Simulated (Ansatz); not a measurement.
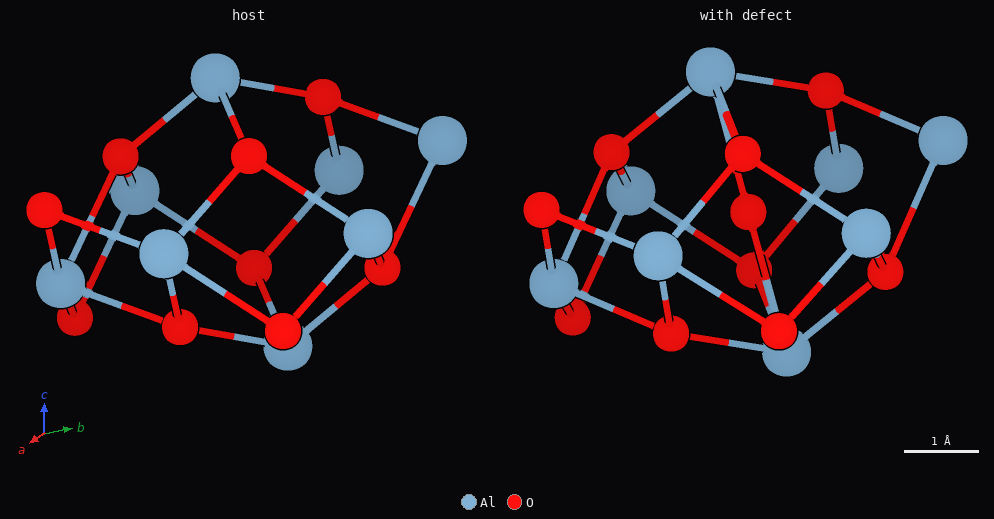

Left: perfect Al2O3. Right: the same region with one point defect, after relaxing the atoms in a supercell of 120 sites. The picture is a ball-and-stick view of the atoms within 3.3 Å of one point, seen from a free direction.

Theory: DFT, PBEsol, PAW, plane waves in Ansatz. Set-up: plane-wave cutoff 420 eV; k-point mesh 1 × 1 × 1; mesh shifted by (0.25, 0.25, 0.25); collinear spin. Fermi-Dirac smearing of 0.01 eV. A uniform background neutralises the charged cell. The axes drawn are those of the host's conventional cell.

> Which defect is it?

An extra oxygen atom is put between the host's atoms (an interstitial).

The charge state of the cell is +1.

> How does the lattice respond?

The O atom starts with 6 O at 1.85 to 2.13 Å, 2 Al at 1.85 to 2.02 Å around its place and ends with 2 Al at 2.01 Å, 6 O at 2.09 to 2.10 Å. Of the host's atoms, an oxygen atom moves furthest from its site, by 0.12 Å. The O atom itself moves 0.21 Å from where it was put. The cell's net moment is 3.00 μB.

Limits of the set-up: the cell is charged, on a uniform background, and energies carry no finite-size correction.
